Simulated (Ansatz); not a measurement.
# Band-structure calculation, with input and output: Ge2Si

Ge2Si (P-3m1, 6 atoms in the cell), computed with DFT r2SCAN, scalar-relativistic, plane waves, PAW, no spin polarisation (Ansatz 0.2.0).

The structure was made by a generator, so it may or may not be a known phase. Figures and captions count atoms from 1; the log counts them from 0 in places.

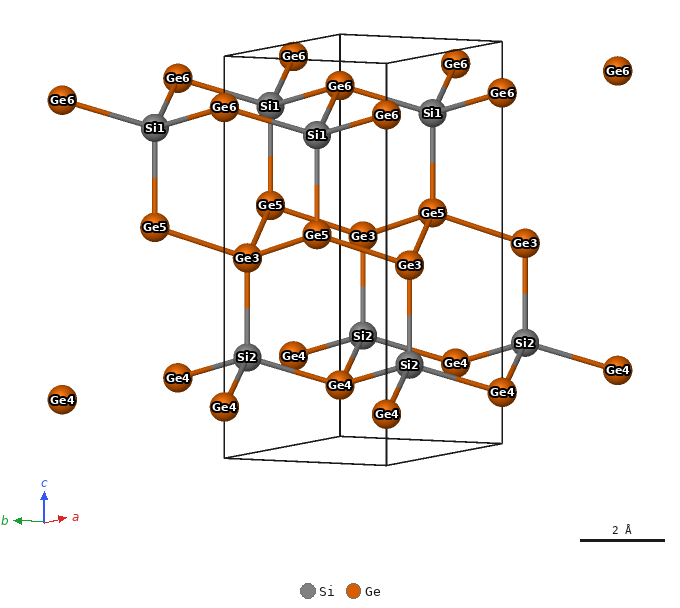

Figure 1. The input geometry (ball-and-stick view of the cell of the calculation, repeated 2 × 2 × 1, seen at an oblique angle; atoms are numbered from 1 in the order of the input). An atom can appear more than once, as a periodic image.

## The input
```yaml
crystal:
  lattice:
    - [3.9955312957, -2.89e-08, 0.0]
    - [-1.9977656229, 3.4602316181, 0.0]
    - [0.0, 0.0, 9.7871257]
  atoms:
    - { symbol: Si, position: [0.3333333333, 0.6666666667, 0.791495] }
    - { symbol: Si, position: [0.6666666667, 0.3333333333, 0.208505] }
    - { symbol: Ge, position: [0.6666666667, 0.3333333333, 0.455877] }
    - { symbol: Ge, position: [0.0, 0.0, 0.127624] }
    - { symbol: Ge, position: [0.3333333333, 0.6666666667, 0.544123] }
    - { symbol: Ge, position: [0.0, 0.0, 0.872376] }
basis:
  ecutwfc: 500
kpoints:
  mp_grid: { grid: [12, 12, 4] }
  band_path:
    path:
      - [[0.0, 0.0, 0.0], [0.5, 0.0, 0.0], [0.33333333, 0.33333333, 0.0], [0.0, 0.0, 0.0], [0.0, 0.0, 0.5], [0.5, 0.0, 0.5], [0.33333333, 0.33333333, 0.5], [0.0, 0.0, 0.5]]
      - [[0.5, 0.0, 0.5], [0.5, 0.0, 0.0]]
      - [[0.33333333, 0.33333333, 0.5], [0.33333333, 0.33333333, 0.0]]
    npoints: 14
hamiltonian:
  xc: r2scan
scf:
  occupations: { method: gaussian, width: 0.02 }
  n_extra_bands: 15
output:
  forces: true
  stress: true
  eigenvalues: true
  populations: true
  dos: { projected: true, de: 0.02, nscf_kmesh: { grid: [18, 18, 6] } }
  bader: true
  write_density: true
  write_potential: true
  elf: true
  volumetric_format: npy
```

Run as:
```bash
ansatz run input.yaml --threads 4 --pin off --max-ram 8192MiB --backend cpu --events-out ev --progress --plain --runs-dir out
```

## What the program printed
```
scf.n_extra_bands = 15 over 32 filled bands (N_el = 64.0): the run solves 47 bands
Engine: ansatz 0.2.0, aarch64-unknown-linux-gnu
Pseudopotentials: kind: paw
Pseudopotential: Si, paw, valence charge 4, recommended cutoff 500 eV (meta_gga), Si.paw.azcp
Pseudopotential: Ge, paw, valence charge 14, recommended cutoff 500 eV (meta_gga), Ge.paw.azcp
Functional definition: r2SCAN
  parameter k0 = 0.174
  parameter k1 = 0.065
  parameter a1 = 4.9479
  exchange = r2scan_x(k0 = k0, k1 = k1, a1 = a1)
  correlation = r2scan_c
Crystal: 6 atoms, lattice volume = 135.312 Å³
Basis set: ecut = 500 eV, 3437 PW (Γ), exchange–correlation on 120×120×288 points (64 copies of the dense FFT grid, shifted against one another)
Bands: 47, of which v1, the nominal top of the filled ones, is band 32 counted from 1 (31 counted from 0)
Symmetry: 12 space group operations
Space group: P-3m1 (ITA 164), of the structure as read, at distance tolerance 5.1e-5 Å
k-points: 69 of 576
Non-local potential: Si, projectors of the file, l = 0: 2, l = 1: 2, l = 2: 2
Non-local potential: Ge, projectors of the file, l = 0: 2, l = 1: 2, l = 2: 3, l = 3: 1
PAW form: soft (Blöchl's): semilocal exchange-correlation on the pseudo side does not see the compensation charge
PAW frozen core: Si, regenerated for the run's functional (the file was generated under x = pbe(κ = 0.804, μ = 0.2195149727645171), c = pbe(β = 0.06672455060314922))
PAW frozen core: Ge, regenerated for the run's functional (the file was generated under x = pbe(κ = 0.804, μ = 0.2195149727645171), c = pbe(β = 0.06672455060314922))
PAW one-centre angular grid: Si, 302 points (default); XC on 160 Gauss nodes
PAW one-centre angular grid: Ge, 590 points (default); XC on 160 Gauss nodes
Initial density: superposition of atomic densities (neutral atoms: chi_scale 0, normalization atom), corrected by the library's trained network
Initial wavefunctions: pseudopotential atomic-orbital guess
Functional: x = r2scan, c = r2scan; τ floored in thin density (d = 2e-4 eV/Å³)
SCF iter   1: F=—  HF=-18489.638210 eV  |F-HF|=—  |Δ(HF+E_count)|=         —  Δρ=5.87e-3  dr2=4.35e-2  dr2_τ=1.72e-2  ethr=1.77e-3  ⟨swp⟩=6.0  Hψ=13503  notcnv=0  defer=117
preconditioner: auto → Resta (q_TF=auto, 2.408 Å⁻¹)  ε∞=2.2  [insulator: Δε(μ)=0.744 eV  Ē_g=23.311 eV  σ=0.020 eV  W_gap=1.00  n_scr=36 (ndim 8)  ℏωp=25.5 eV  f_vac=0.025  D(μ)=0.00/eV (n_scr^D=0)  ε∞_Penn≈2.2]
SCF iter   2: F=—  HF=-18489.656412 eV  |F-HF|=—  |Δ(HF+E_count)|=   1.82e-2  Δρ=1.61e-3  dr2=3.27e-3  dr2_τ=7.43e-5  ethr=6.80e-5  ⟨swp⟩=2.9  Hψ=6750  notcnv=0  defer=588
SCF iter   3: F=—  HF=-18489.655642 eV  |F-HF|=—  |Δ(HF+E_count)|=   7.70e-4  Δρ=1.09e-3  dr2=1.00e-3  dr2_τ=1.10e-5  ethr=5.11e-6  ⟨swp⟩=2.0  Hψ=4454  notcnv=0  defer=588
SCF iter   4: F=—  HF=-18489.655591 eV  |F-HF|=—  |Δ(HF+E_count)|=   5.12e-5  Δρ=2.60e-4  dr2=7.15e-5  dr2_τ=3.85e-7  ethr=1.56e-6  ⟨swp⟩=2.0  Hψ=3066  notcnv=0  defer=588
SCF iter   5: F=—  HF=-18489.655591 eV  |F-HF|=—  |Δ(HF+E_count)|=   4.54e-7  Δρ=5.34e-5  dr2=1.79e-5  dr2_τ=5.77e-8  ethr=1.12e-7  ⟨swp⟩=2.0  Hψ=4808  notcnv=0  defer=588
SCF iter   6: F=—  HF=-18489.655587 eV  |F-HF|=—  |Δ(HF+E_count)|=   3.78e-6  Δρ=1.73e-5  dr2=2.93e-7  dr2_τ=4.65e-9  ethr=2.79e-8  ⟨swp⟩=2.0  Hψ=4718  notcnv=0  defer=588
SCF iter   7: F=-18489.655587 eV  HF=-18489.655587 eV  |F-HF|=1.42e-8  |Δ(HF+E_count)|=   2.83e-7  Δρ=3.36e-6  dr2=1.57e-8  dr2_τ=3.56e-10  ethr=1.56e-10  ⟨swp⟩=15.3  Hψ=22931  notcnv=0
SCF 1 converged in 7 iterations: F = -18489.655587 eV  dr2 = 1.57e-8
  greatest PAW one-centre occupation: 0.998 electrons in one spin orbital (limit 2), on the Ge atom at site 4 (counted from 0), in its partial waves of l = 2
```

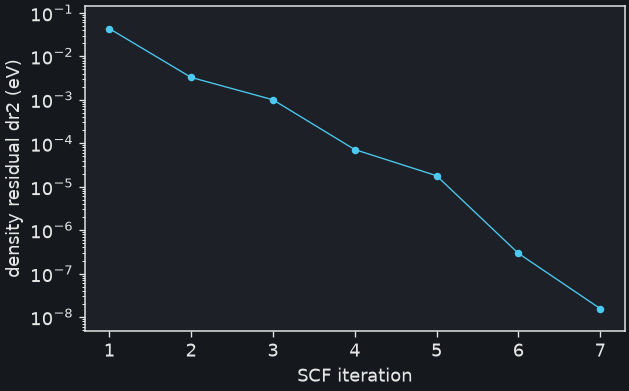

Figure 2. Convergence of the self-consistent field: density residual dr2 against the SCF iteration. The residual falls at every step.

```
NSCF: frozen V_eff on 129 k-points
NSCF: frozen V_eff on 202 k-points
SCF converged after 7 iterations
Free energy (F): -18489.655587 eV
Harris-Foulkes:  -18489.655587 eV  (|F-HF|=1.42e-8)
Internal energy: -18489.655587 eV  (E = F + TS)
E sigma→0 (E₀):  -18489.655587 eV
Fermi energy:    7.667658 eV
--- Per-component energies (eV) ---
  E_band       = -669.447365
  E_kinetic    = 521.809064
  E_local      = -10737.115891  (includes V_loc(G=0)·N_el)
  E_nonlocal   = 1729.439466
  E_hartree    = 4737.461273
  E_xc         = -378.033890
  E_vxc        = -369.236617  (∫ρ·V_xc dr)
  E_paw        = -9175.715121  (= ΣΔE_a)
  E_vpaw       = -1308.356041  (= ΣTr[D̂ρ^β])
  E_aug_tail   = 0.000078  (compensation charges beyond the density's cutoff)
  E_vtau       = 19.090045  (kinetic-family band-sum trace: ∫τ·v_τ [+ j·A + Jᵃ·Aᵃ] dr)
  E_ewald      = -5183.004638
  E_core_change = -4.495929  (= ΣΔE_core)
  E_smearing   = -0.000000  (= −TS)
  E_closure    = 0.000000  (closes the sum)
  Σ components = -18489.655587   (vs F -18489.655587, Δ=0.00e0)
--- Forces (eV/Å), atoms counted from 1 ---
  atom   1  Si    -0.00000000    -0.00000000    -0.00020710
  atom   2  Si     0.00000000     0.00000000     0.00020710
  atom   3  Ge    -0.00000000    -0.00000000     0.05627294
  atom   4  Ge    -0.00000000    -0.00000000    -0.03937359
  atom   5  Ge     0.00000000     0.00000000    -0.05627294
  atom   6  Ge     0.00000000     0.00000000     0.03937359
  max |Σ_I F_I| component: 9.25e-18 eV/Å
--- Stress (GPa, compression-positive) ---
       -2.515076       0.000000      -0.000000
        0.000000      -2.515076      -0.000000
       -0.000000      -0.000000      -2.505702
  P = ⅓ Tr σ = -2.5120 GPa (-25.120 kbar)
--- Band table (eV; the first three rows and the last of 69) ---
  k-point 0: bands = ["-17.9055", "-17.8890", "-17.8890", "-17.8219", "-17.8219", "-17.8111", "-17.8111", "-17.7898", "-17.7898", "-17.7737", "-17.7737", "-17.7448", "-17.7417", "-17.7359", "-17.7359", "-17.6990", "-17.6311", "-17.6311", "-17.6016", "-17.6016", "-5.5458", "-4.3458", "-4.0733", "1.0690", "1.6223", "6.0049", "6.0049", "6.1961", "6.1961", "7.2370", "7.2894", "7.2894", "8.1557", "8.2737", "8.6360", "9.9334", "9.9334", "10.0010", "10.9674", "10.9674", "11.3797", "11.3797", "14.7133", "14.7348", "15.0512", "15.8150", "15.9434"]
  k-point 1: bands = ["-17.9055", "-17.8890", "-17.8890", "-17.8219", "-17.8219", "-17.8112", "-17.8112", "-17.7897", "-17.7897", "-17.7738", "-17.7738", "-17.7448", "-17.7417", "-17.7359", "-17.7359", "-17.6990", "-17.6311", "-17.6311", "-17.6016", "-17.6016", "-5.4607", "-4.7701", "-3.6246", "0.2162", "2.7899", "5.9074", "5.9074", "6.0308", "6.3896", "6.3896", "7.1364", "7.1364", "8.1507", "8.5470", "9.0133", "10.1492", "10.1492", "10.4909", "10.8908", "10.8908", "11.3074", "11.3074", "13.4951", "15.0877", "15.1937", "15.5539", "15.5539"]
  k-point 2: bands = ["-17.9055", "-17.8890", "-17.8890", "-17.8219", "-17.8219", "-17.8112", "-17.8112", "-17.7897", "-17.7897", "-17.7738", "-17.7738", "-17.7448", "-17.7417", "-17.7359", "-17.7359", "-17.6991", "-17.6311", "-17.6311", "-17.6016", "-17.6016", "-5.2659", "-5.1200", "-3.3412", "-0.2406", "4.3443", "4.3970", "5.8550", "5.8550", "6.6220", "6.6220", "6.9046", "6.9046", "8.0942", "8.8623", "8.8938", "10.5613", "10.5613", "10.6186", "10.6186", "11.2255", "11.2255", "11.7060", "12.1311", "15.0801", "15.5085", "15.5085", "15.6277"]
  k-point 68: bands = ["-17.9227", "-17.9008", "-17.8339", "-17.8339", "-17.8246", "-17.8246", "-17.7863", "-17.7863", "-17.7698", "-17.7698", "-17.7375", "-17.7375", "-17.7316", "-17.7316", "-17.7271", "-17.7130", "-17.6923", "-17.6413", "-17.6413", "-17.5618", "-2.6636", "-2.3343", "-2.3343", "-0.8085", "-0.1844", "-0.1844", "3.0995", "3.0995", "3.2627", "4.3847", "4.3847", "4.4547", "10.4759", "10.7270", "10.7270", "11.1348", "11.1348", "11.1919", "13.3835", "13.4720", "13.7210", "13.7210", "14.0045", "14.0045", "15.3011", "15.3011", "15.9710"]
--- Löwdin populations: 6 sites ---
  site symbol       q [e]
     0     Si      3.8747
     1     Si      3.8747
     2     Ge     14.0020
     3     Ge     14.0421
     4     Ge     14.0020
     5     Ge     14.0421
  spilling = 0.002534 (of n_electrons = 64.000000)
--- Bader charges: 6 sites ---
  site symbol  charge [e]  shift [e]
     0     Si      0.2878     0.0029
     1     Si      0.2879     0.0029
     2     Ge     -0.0809     0.0005
     3     Ge     -0.2070     0.0024
     4     Ge     -0.0809     0.0005
     5     Ge     -0.2069     0.0024
  estimated error of the sums over rays = 2.9e-4 e
```

## File populations.tsv
```
# site	symbol	l	j	q
# orbitals = lowdin
# n_electrons = 64.000000
# spilling = 0.002534
0	Si	0_3S	-	1.212477
0	Si	1_3P	-	2.662248
1	Si	0_3S	-	1.212477
1	Si	1_3P	-	2.662248
2	Ge	0_4S	-	1.304963
2	Ge	1_4P	-	2.700863
2	Ge	2_3D	-	9.996213
3	Ge	0_4S	-	1.308026
3	Ge	1_4P	-	2.738001
3	Ge	2_3D	-	9.996121
4	Ge	0_4S	-	1.304963
4	Ge	1_4P	-	2.700863
4	Ge	2_3D	-	9.996213
5	Ge	0_4S	-	1.308026
5	Ge	1_4P	-	2.738001
5	Ge	2_3D	-	9.996121
```

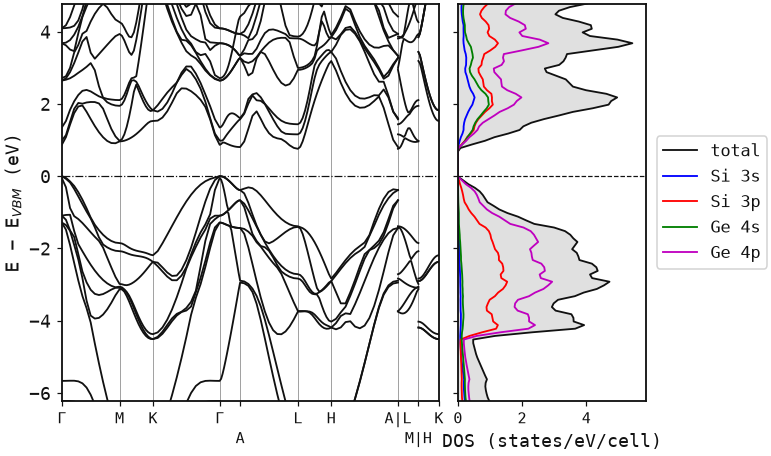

Figure 3. Band structure along Γ–M–K–Γ–A–L–H–A|L–M|H–K and density of states (projected on Löwdin-orthogonalised atomic shells), with energies from the valence-band top. There is a gap of 0.76 eV on this path, indirect, from Γ to L.

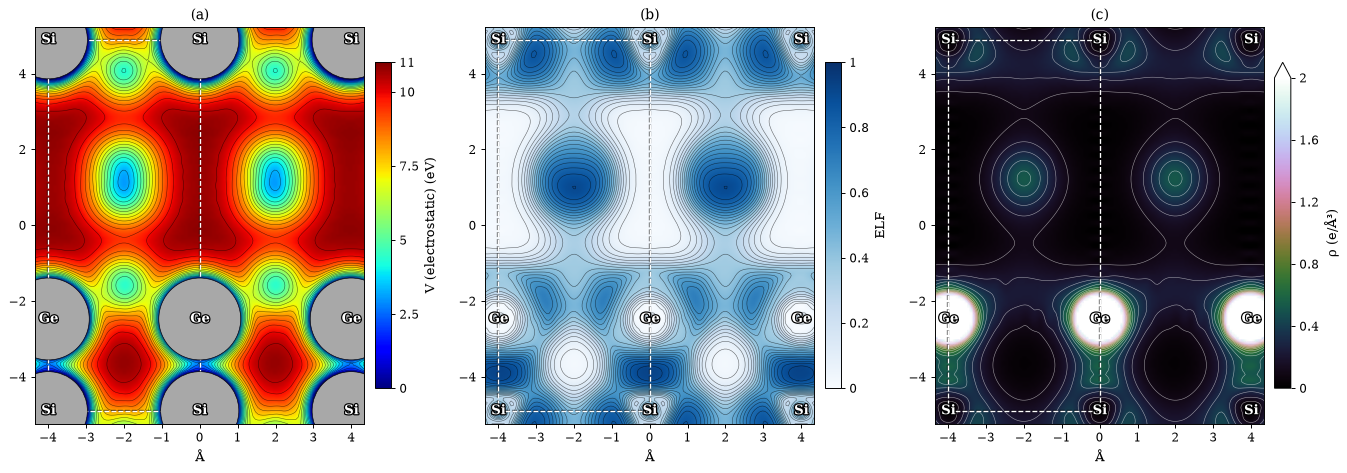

Figure 4. (a) electrostatic potential energy of an electron; (b) electron localisation function; (c) valence electron density on the (100) plane of the conventional cell. Grey discs, where drawn, cover atomic cores. The density dies away to nearly zero in the voids. Outside the cores the potential energy rises away from the atoms and is highest about 2.4 Å from the nearest atoms; outside the discs it spans about 10 eV, and its zero is arbitrary. Core electrons are frozen (PAW), so the fields are smoothed inside the atomic spheres.

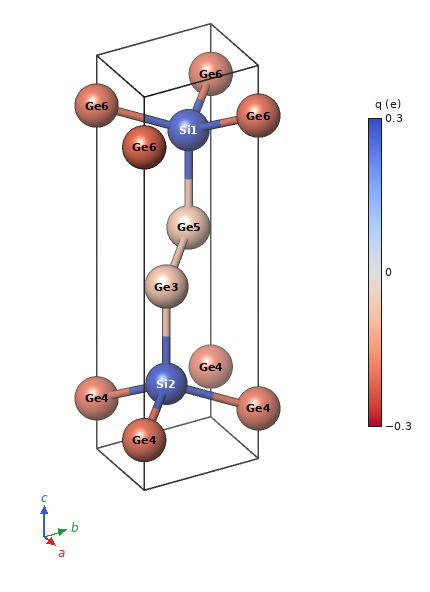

Figure 5. Bader charges, as the colour of each atom (ball-and-stick view of the cell of the calculation, seen slightly off an axis; atoms are numbered from 1 in the order of the input). By element: Si +0.29 and Ge −0.21 to −0.08 e.

## Results in brief

| quantity | value |
| --- | --- |
| outcome | converged |
| space group (tolerance 0.01 Å) | P-3m1 (164) |
| electrons treated | 64 |
| free energy | −18489.6556 eV |
| Fermi energy | 7.668 eV |
| gap on the k-point mesh | 0.76 eV |
| gap on the band path | 0.76 eV |
| pressure | −2.51 GPa |
| largest force (length of the vector) | 0.056 eV/Å |
| hardware | 4 threads of Arm Neoverse V2, 240 GiB of memory available, shared host |
| wall time | 70 s (CPU time 4.6 min) |
| peak memory | 1.3 GiB |
